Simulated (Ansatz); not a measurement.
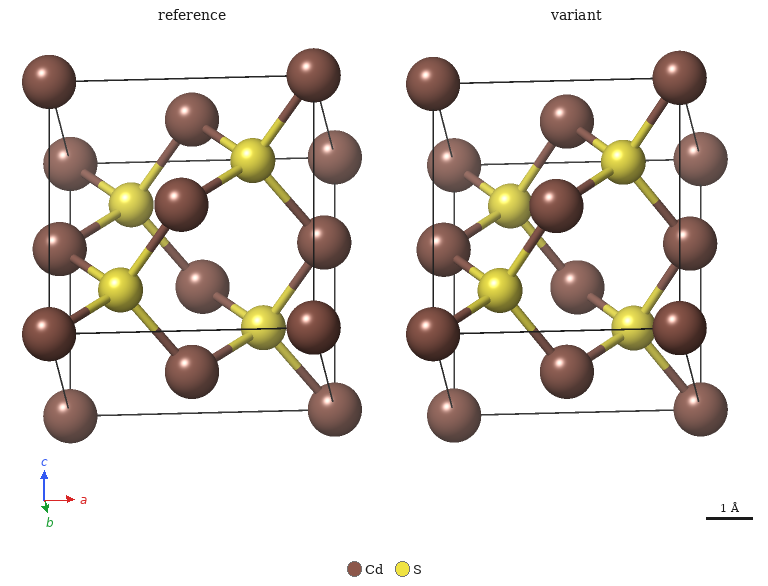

Left: a symmetric starting cell of CdS. Right: the same structure after one change, at the same scale. The picture is a ball-and-stick view of the conventional cell (4 times the calculation's cell), seen from a free direction. Lengths and directions refer to the drawn axes.

Level of theory: DFT PBEsol, scalar-relativistic, plane waves, PAW (Ansatz 0.2.0). Settings: plane-wave cutoff 420 eV; k-point mesh 8 × 8 × 8; occupations gaussian; smearing width 0.02 eV; no spin polarisation.

Q: What distinguishes the right structure from the left one?

A: The cell is strained by −6.8 % along a and −0.8 % across it (volume −8.3 %), the atoms keeping their fractional coordinates. No relaxation follows. The starting cell wasn't computed here and needn't be at equilibrium, so pressure and forces aren't due to the change alone.

Q: And its effect?

A: The pressure is 6.5 GPa (not all of it need come from the change, since the unchanged cell can be under pressure at this level too). The principal stresses (compression positive) are 6.9 GPa along a and 6.4 GPa across it. All forces vanish by symmetry. Near-neighbour distances before and after: Cd–S 2.520 → 2.450 Å. The space group (tolerance 0.01 Å) goes from F-43m (No. 216) to I-4m2 (No. 119).
